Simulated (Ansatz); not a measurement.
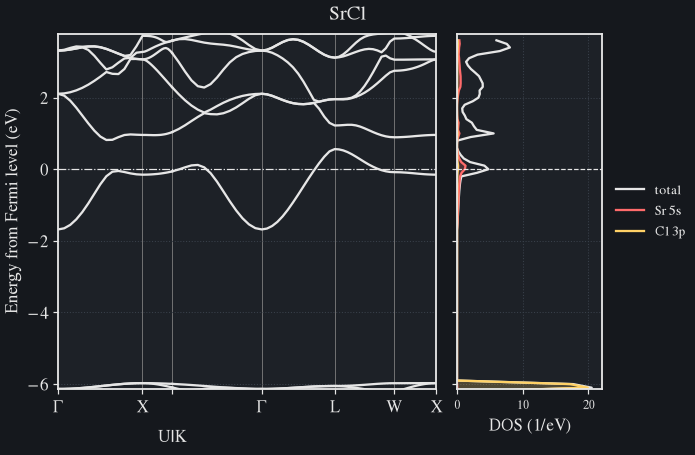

Band structure and density of states. Energies are counted from the Fermi level. The partial curves are projected on Löwdin-orthogonalised atomic shells; they sum to less than the total at higher energies, where shells without a projector contribute.

Q: What lattice type does the k path imply?

A: A face-centred cubic lattice: the path Γ–X–U|K–Γ–L–W–X runs through the special points of its Brillouin zone.

The material is SrCl, space group F-43m (No. 216), 2 atoms in the cell.

Level of theory: DFT PBE, scalar-relativistic, plane waves, PAW, no spin polarisation, 14×14×14 k mesh, Gaussian smearing of 0.1 eV; code Ansatz 0.2.0.

Q: Metal, semiconductor or insulator?

A: A metal: 1 band crosses the Fermi level along this path.

Q: Which levels at L lie nearest to the Fermi level?

A: At L the nearest levels lie 6.05 eV below and 0.56 eV above the Fermi level.

The structure is an invented one, so it need not be a known or stable phase. The electron count is odd and the run has no spin polarisation, so a magnetic state may lie lower.
